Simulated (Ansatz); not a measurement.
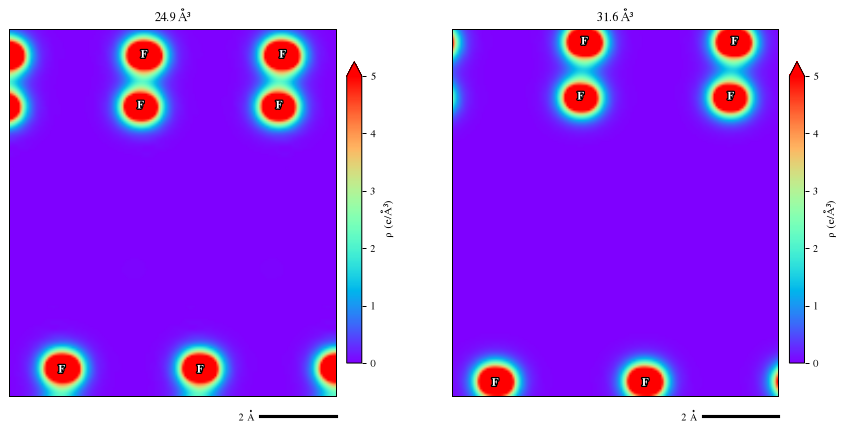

F. The valence pseudo-density of cells scaled evenly to different volumes (given per atom above each panel), on the (100) plane of each (indices in the axes of the cell below), at one length scale and on one colour scale.

Method: DFT, revPBE, plane waves (420 eV) with PAW, scalar-relativistic (Ansatz 0.2.0).

The density is the valence pseudo-density of a PAW calculation; it isn't the true density close to the nuclei.

The largest cell:

```
F
1.0
     3.44876   -2.02903    0.00837
     3.44876    2.02903    0.00837
    -1.90302    0.00000    9.04079
F
4
Direct
  0.02128 0.53541 0.08141
  0.46459 0.97872 0.41859
  0.97872 0.46459 0.91859
  0.53541 0.02128 0.58141
```

| volume (Å³/atom) | F–F contact in the plane (Å) | ρ at its midpoint (e/Å³) | gap on the mesh (eV) | 
| --- | --- | --- | --- |
| 24.87 | 1.362 | 2.220 | 3.87 | 
| 28.26 | 1.422 | ? | ? | 
| 31.65 | 1.476 | 1.566 | 2.70 | 

What values belong in the row with question marks?

Over the known rows ln ρ falls by 3.06 per Å of F–F distance (the line through the two), which gives 1.847 e/Å³ at 1.422 Å; the calculation gives 1.845 e/Å³. For the gap on the mesh, a straight line in volume between the neighbouring rows gives 3.28 eV; the calculation gives 3.22.
